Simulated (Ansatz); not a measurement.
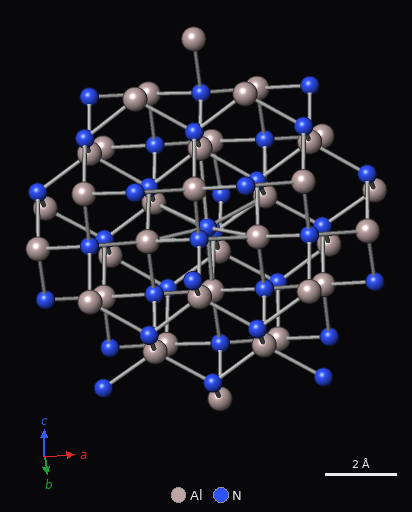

This is the input geometry for a relaxation of a defect cell of composition Al48N49. A ball-and-stick model of the atoms within 5.8 Å of the atom that moves most (axes of the cell of the calculation (origin shifted)), seen from a free direction.

Theory: DFT, PBEsol, PAW, plane waves in Ansatz 0.2.0.

Set-up: plane-wave cutoff 420 eV; k-point mesh 1 × 1 × 1; mesh shifted by (0.25, 0.25, 0.25); collinear spin; atoms relaxed in a fixed cell; force threshold 0.03 eV/Å; at most 80 steps.

```xyz
97
Lattice="9.3414 0.0000 0.0000 0.0000 10.7866 0.0000 0.0000 0.0000 9.9671" Properties=species:S:1:pos:R:3 pbc="T T T"
Al    1.5462    0.8955    2.4368
Al    1.5959    0.9183    7.4732
Al    9.3272    3.5881    2.4610
Al    9.3391    3.5963    7.4696
Al    4.6768    0.9120    2.4789
Al    4.6612    0.8942    7.4879
Al    3.1106    3.5872    2.5069
Al    3.0947    3.5861    7.4749
Al    1.5396    6.2717    2.4367
Al    1.5658    6.3069    7.4742
Al    9.3318    8.9729    2.4629
Al    9.3404    8.9777    7.4572
Al    7.7468    0.9044    2.4861
Al    7.7813    0.9146    7.4781
Al    6.2154    3.5767    2.4731
Al    6.2295    3.5949    7.4569
Al    4.6800    6.3051    2.4666
Al    4.6429    6.3292    7.4816
Al    3.1498    8.9769    2.4688
Al    3.1355    8.9787    7.4793
Al    7.7710    6.2865    2.4789
Al    7.8040    6.2700    7.4537
Al    6.2459    8.9921    2.4985
Al    6.2093    9.0011    7.4398
Al    0.0065    1.7612    4.9818
Al    9.3245    1.7955    9.9353
Al    3.1256    1.7771    4.9769
Al    3.1121    1.8021    9.9430
Al    1.5468    4.5054    4.9697
Al    1.5603    4.4926    9.9661
Al    0.0170    7.2045    4.9804
Al    9.3264    7.1952    9.9471
Al    6.2551    1.8097    4.9585
Al    6.2370    1.7942    0.0020
Al    4.6522    4.4736    4.9958
Al    4.6752    4.5080    9.9584
Al    3.1293    7.2276    4.9814
Al    3.1160    7.2174    9.9670
Al    1.5645    9.8582    4.9548
Al    1.5690    9.8813    9.9658
Al    7.7788    4.4875    4.9602
Al    7.7590    4.5042    9.9432
Al    6.2147    7.1749    4.9625
Al    6.1953    7.1814    9.9669
Al    4.6393    9.8629    4.9742
Al    4.7001    9.8720    9.9188
Al    7.8040    9.9148    4.9871
Al    7.7794    9.8684    9.9670
N     0.0330    1.7920    1.9145
N     0.0090    1.8086    6.8584
N     3.0986    1.8110    1.8772
N     3.1470    1.8135    6.8524
N     1.5407    4.4898    1.8968
N     1.5395    4.4854    6.8553
N     0.0226    7.1986    1.8862
N     9.3400    7.1562    6.9036
N     6.2108    1.7861    1.8829
N     6.2491    1.8171    6.8747
N     4.6910    4.5219    1.8923
N     4.6867    4.5306    6.8451
N     3.1232    7.2134    1.9282
N     3.1557    7.2210    6.9109
N     1.6143    9.8483    1.8828
N     1.5357    9.8950    6.8773
N     7.7672    4.4993    1.8903
N     7.7563    4.4959    6.8466
N     6.2331    7.1410    1.8582
N     6.2534    7.1582    6.8927
N     4.6776    9.8865    1.8853
N     4.6775    9.9082    6.8795
N     7.8080    9.9070    1.8971
N     7.7911    9.9156    6.8778
N     1.5695    0.8548    4.3721
N     1.5682    0.8709    9.3609
N     9.3324    3.5929    4.3530
N     0.0068    3.5857    9.3505
N     4.6641    0.9074    4.3706
N     4.6511    0.9021    9.3767
N     3.0966    3.5983    4.3830
N     3.0922    3.5703    9.3607
N     1.5746    6.2745    4.3899
N     1.5486    6.2923    9.3321
N     0.0058    8.9790    4.3648
N     0.0211    8.9779    9.3687
N     7.8041    0.8907    4.3801
N     7.7480    0.8679    9.3596
N     6.2032    3.5769    4.4025
N     6.2535    3.6252    9.3321
N     4.6592    6.2754    4.3810
N     4.6753    6.2958    9.3743
N     3.1272    8.9563    4.3813
N     3.1108    9.0175    9.3964
N     7.7797    6.2875    4.3645
N     7.7910    6.3121    9.3730
N     6.2503    8.9776    4.3491
N     6.2864    8.9701    9.3253
N     6.2530    5.3736    5.9341
```

**Predict the outcome.**

The atom that moves furthest is N97 (1.67 Å along [2 1 −1]). Largest moves by element: N 1.67 Å, Al 0.29 Å. The cell doesn't change. Some distances before and after: Al16–N97 2.342 → 3.765 Å, Al31–N97 3.729 → 2.337 Å, Al18–N97 2.429 → 3.782 Å, Al35–N97 2.062 → 3.279 Å. New bonds form: Al31–N97 (3.73 → 2.34 Å), N93–N97 (2.37 → 1.37 Å). Bonds break: Al16–N97 (2.34 → 3.76 Å), Al35–N97 (2.06 → 3.28 Å), Al41–N93 (1.90 → 2.62 Å), Al43–N93 (1.90 → 2.49 Å). Bond angles that change, for instance: N75–Al41–N97 169.8° → 115.9°, N95–Al43–N97 170.2° → 118.9°, N94–Al22–N97 130.6° → 172.3°. After 22 geometry steps the energy has fallen by 5.403 eV per cell of the calculation. The largest force component goes from 2.9 to 0.027 eV/Å. The program noted that the starting moments weren't kept.

Step by step:

| step | E − E(0), meV/atom | largest force component, eV/Å |
| --- | --- | --- |
| 0 | 0.00 | 2.9487 |
| 1 | -16.88 | 1.4775 |
| 2 | -22.55 | 0.1994 |
| 3 | -22.94 | 0.3000 |
| 4 | -22.99 | 0.4909 |
| 5 | -23.15 | 0.0502 |
| 6 | -23.15 | 0.0515 |
| 7 | -23.18 | 0.0517 |
| 8 | -23.22 | 0.0692 |
| 9 | -23.73 | 1.0129 |
| 10 | -24.93 | 2.5571 |
| 11 | -28.89 | 1.7717 |
| 12 | -35.51 | 1.5938 |
| 13 | -41.01 | 1.0742 |
| 14 | -45.76 | 0.8801 |
| 15 | -49.38 | 0.5358 |
| 16 | -51.99 | 0.6310 |
| 17 | -53.74 | 0.6922 |
| 18 | -54.83 | 0.5333 |
| 19 | -55.30 | 0.4219 |
| 20 | -55.67 | 0.0860 |
| 21 | -55.69 | 0.1549 |
| 22 | -55.70 | 0.0272 |

The end point in the same view:

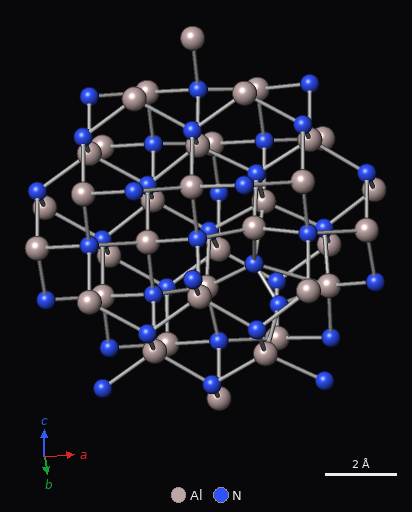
